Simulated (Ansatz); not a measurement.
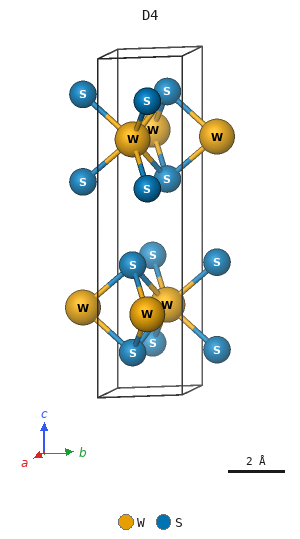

Crystalline WS2 (set up in P6_3/mmc), relaxed (cell and atoms) with several dispersion corrections. The picture shows the result with D4. A ball-and-stick model of the cell of the calculation, seen slightly off an axis.

Computed with Ansatz 0.2.0: PBE, Ansatz PAW. Settings: plane-wave cutoff 420 eV; k-point mesh 10 × 10 × 3; occupations fermi-dirac; smearing width 0.05 eV; no spin polarisation; cell and atoms relaxed; force threshold 0.01 eV/Å.

| dispersion correction | volume (Å³/atom) | a (Å) | c (Å) |
| --- | --- | --- | --- |
| D4 | 17.533 | 3.156 | 12.198 |
| D3(BJ)-ATM | 17.639 | 3.159 | 12.249 |
| D3(BJ) | 17.434 | 3.154 | 12.143 |
| none | ? | ? | ? |

Question: Fill in the missing row.

Answer: With none the volume is the largest of the series, above D3(BJ)-ATM (17.639). The calculation gives 21.788 Å³/atom (a = 3.188 Å, c = 14.855 Å). In order of volume: D3(BJ) < D4 < D3(BJ)-ATM < none; the spread is 25.0 %.

Each member starts from this one structure; whether another phase lies lower wasn't checked.

Limits of the set-up: layers or molecules are held without a dispersion correction, so their spacing is unreliable.
